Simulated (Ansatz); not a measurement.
Input

```
crystal:
  lattice:
    - [-3.28625, 3.28625, 3.041232]
    - [3.28625, -3.28625, 3.041232]
    - [3.28625, 3.28625, -3.041232]
  atoms:
    - { symbol: Hf, position: [0.0, 0.0, 0.0] }
    - { symbol: Hf, position: [0.75, 0.25, 0.5] }
    - { symbol: Si, position: [0.5, 0.5, 0.0] }
    - { symbol: Si, position: [0.25, 0.75, 0.5] }
    - { symbol: O, position: [0.6802, 0.4957, 0.8155] }
    - { symbol: O, position: [0.2457, 0.9302, 0.3155] }
    - { symbol: O, position: [0.6802, 0.8647, 0.1845] }
    - { symbol: O, position: [0.6147, 0.9302, 0.6845] }
    - { symbol: O, position: [0.0698, 0.3853, 0.3155] }
    - { symbol: O, position: [0.5043, 0.3198, 0.1845] }
    - { symbol: O, position: [0.0698, 0.7543, 0.6845] }
    - { symbol: O, position: [0.1353, 0.3198, 0.8155] }
hamiltonian:
  xc: pbe
  pseudopotentials: { kind: paw }
kpoints:
  mp_grid: { grid: [5, 5, 5] }
scf:
  occupations: { method: fermi_dirac, width: 0.05 }
output:
  forces: true
  stress: true
  eigenvalues: true
  write_density: true
  write_potential: true
  elf: true
  volumetric_format: npy
relax:
  f_tol: 0.01
  max_steps: 40
```

Run with:

```sh
ansatz run input.yaml --threads 4 --pin off --max-ram 11264MiB --backend cpu --events-out ev --progress --plain --runs-dir out
```

Below, planes, directions and counts refer to the conventional cell (a = 6.57 Å, b = 6.57 Å, c = 6.08 Å, α = 90.00°, β = 90.00°, γ = 90.00°).

Space group I4₁/amd.

Theory: Kohn-Sham DFT of a periodic cell, PBE, Ansatz PAW (Ansatz 0.2.0).

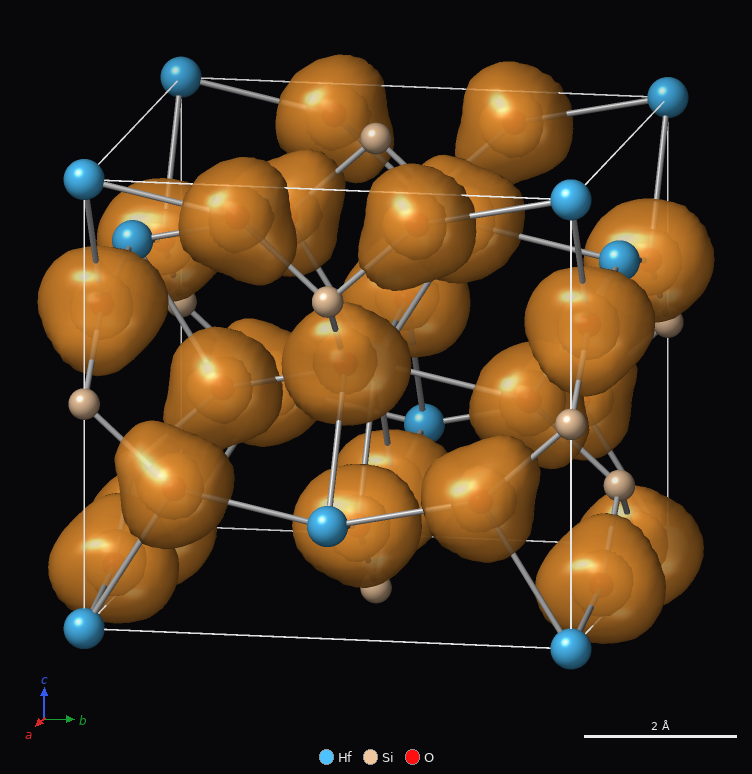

HfSiO$_{4}$. Isosurface of the ELF at 0.75 (orange), seen slightly off an axis. Core shells and regions of very low density are left out. Sticks mark near contacts.

In a PAW calculation such maps are meaningful between the atoms, not at the nuclei.

Question: Describe the localisation domains.

Answer: The ELF exceeds this value in 16 regions on O in which the atom's valence shell and bonds are merged, counted in one cell of 24 atoms. Regions shared between cells count once. Along the contacts the grid gives the following. Si–O (1.64 Å): the ELF peaks at about 0.85 between the atoms (a polar covalent bond). Hf–O (2.11 Å): the ELF peaks at about 0.85 in the valence shell of O, 0.6 Å from its nucleus, and drops to about 0.15 between the two atoms (no localised pair shows between them).
